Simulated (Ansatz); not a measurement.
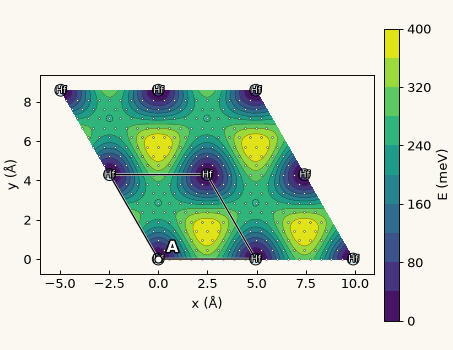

H on a Hf(111) slab cut from the Im-3m phase, its upper half relaxed before the scan (5 atoms of substrate and one adsorbate in a 1 × 1 cell). H is moved over the surface cell at a fixed height above a rigid substrate; the origin of the map has the adsorbate above Hf5; the height is held at 3.30 Å. Places are given modulo a cell vector. The map is drawn in real space over the plane of the surface. The scan uses a 9 × 9 grid; 19 points were computed and 62 follow by symmetry. Energies are in meV, from the lowest grid point. The runs have no spin polarisation, so an open-shell adsorbate far from the surface lies too high. With one adsorbate in each 1 × 1 cell, its nearest image is 5.0 Å away, so neighbouring adsorbates interact. At a fixed height the lowest place need not be the adsorption site. All numbers below come from DFT PBE+D3(BJ), scalar-relativistic, plane waves, PAW in Ansatz. Settings: cutoff 420 eV, k-mesh 6×6×1, gaussian smearing 0.1 eV, no spin polarisation.

In the figure: filled contours, dots at the grid points, labelled circles for the atoms of the top layer and small ones for the second layer, the outline of one cell of the 2 × 2 shown, the point A. Between grid points the surface is interpolated.

Find the lowest pass out of the well at A.

Answer. The easiest path leads from the well at the top site over a surface Hf atom, (0/9, 0/9) of the cell vectors to its copy one period on. Its highest point lies about 260 meV above the bottom of the first well on the interpolated surface, at about (0.25, 0.63) of the cell vectors. This is the barrier on the constrained surface; relaxing the other coordinates would change it.

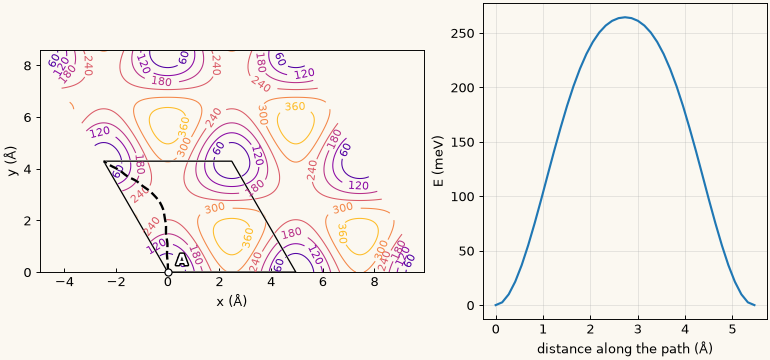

Drawn: contour lines labelled in meV, a line along the lowest path, the outline of one cell of the 2 × 2 shown, the energy along the path at the right. Between grid points the surface is interpolated.
